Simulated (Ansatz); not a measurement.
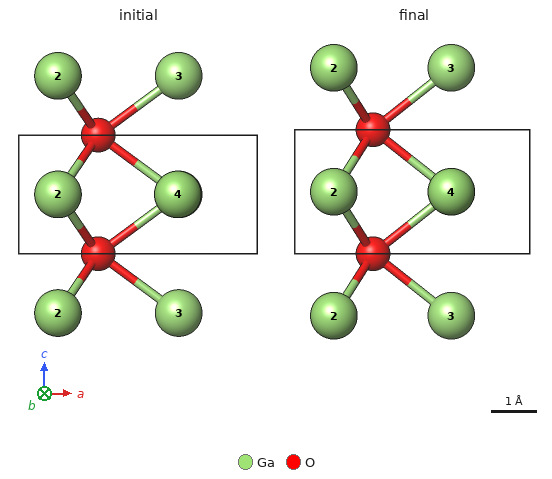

The structure of crystalline Ga$_{4}$O (a generated structure, set up in P-6m2) before (left) and after (right) a relaxation, at one scale.

The picture is a ball-and-stick view of the cell of the calculation, seen along the b axis.

These are results of Ansatz 0.2.0, DFT PBE, scalar-relativistic, plane waves, PAW, not measurements. (plane-wave cutoff 420 eV; k-point mesh 6 × 6 × 14; occupations gaussian; smearing width 0.1 eV; no spin polarisation; cell and atoms relaxed; force threshold 0.01 eV/Å; at most 80 steps)

Q: What changed between the two?

A: The largest moves relative to the cell, 0.020 Å, are those of Ga atoms. O stays in place. Cell: a = b 6.212 → 6.117 Å (−1.5 %), c 2.674 → 2.794 Å (+4.5 %). Volume +1.3 %. Among the angles between lasting bonds that change: O–Ga–O 72.8° → 76.7°, Ga–O–Ga 72.8° → 76.7°, Ga–O–Ga 88.4° → 85.5°. The space group stays P-6m2 (No. 187). After 5 accepted moves (7 points after the start) the energy has fallen by 54.3 meV per cell of the calculation. The largest force component goes from 0.19 to 0.00086 eV/Å. The pressure goes from 0.63 to 0.01 GPa. At 2 points the geometry stayed and the basis and grid were re-selected for the new cell (energy shift of 2.4 meV per cell of the calculation at most each time). Cost: 4.5 min on 1 thread of Intel(R) Xeon(R) Processor @ 2.50GHz (Skylake/Cascade Lake), on a shared host, peak memory 0.45 GiB.

Limits of the set-up: layers or molecules are held without a dispersion correction, so their spacing is unreliable.
